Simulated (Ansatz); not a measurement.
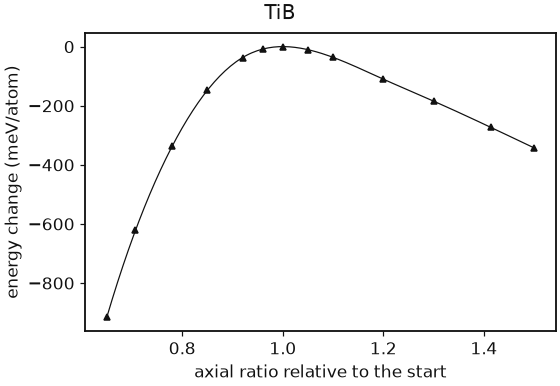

The figure shows the energy change against relative axial ratio for TiB, space group F-43m (No. 216).

Starting cell:
```xyz
2
Lattice="0.0000 2.1010 2.1010 2.1010 0.0000 2.1010 2.1010 2.1010 0.0000" Properties=species:S:1:pos:R:3 pbc="T T T"
Ti    3.1515    3.1515    3.1515
B     0.0000    0.0000    0.0000
```

Computed with Ansatz 0.2.0: deformation of a crystal at fixed volume, lengths along the axis scaled against those across it, fractional coordinates fixed, by plane-wave density functional theory with PAW datasets, free energies less that of the undisturbed cell, pressure positive in compression; scalar-relativistic. Level: r2SCAN, no spin polarisation.

```json
{"setting": "wave cutoff", "value": "500 eV"}
{"setting": "k mesh", "value": "22×22×22"}
{"setting": "occupations", "value": "Gaussian"}
{"setting": "smearing width", "value": "0.15 eV"}
{"setting": "k shift", "value": "(0, 0, 0) (mesh steps)"}
{"setting": "start", "value": "as given"}
{"setting": "path", "value": "tetragonal"}
{"setting": "axis direction", "value": "(0, 0, 1) (Cartesian unit vector)"}
```

From this curve and the settings, what does the calculation give for the pressure at the same points?

The pressure goes from 99.6 GPa at relative axial ratio 0.650 to 106.4 GPa at 1.500, not monotonically, with a high of 121.2 GPa at 1.000.

```csv
axial ratio relative to the start,pressure (GPa)
0.650,99.6
0.707,106.3
0.780,112.5
0.850,117.3
0.920,120.1
0.960,120.9
1.000,121.2
1.050,120.8
1.100,119.8
1.200,116.7
1.300,113.7
1.414,110.5
1.500,106.4
```

Note: reference crystal is not relaxed.
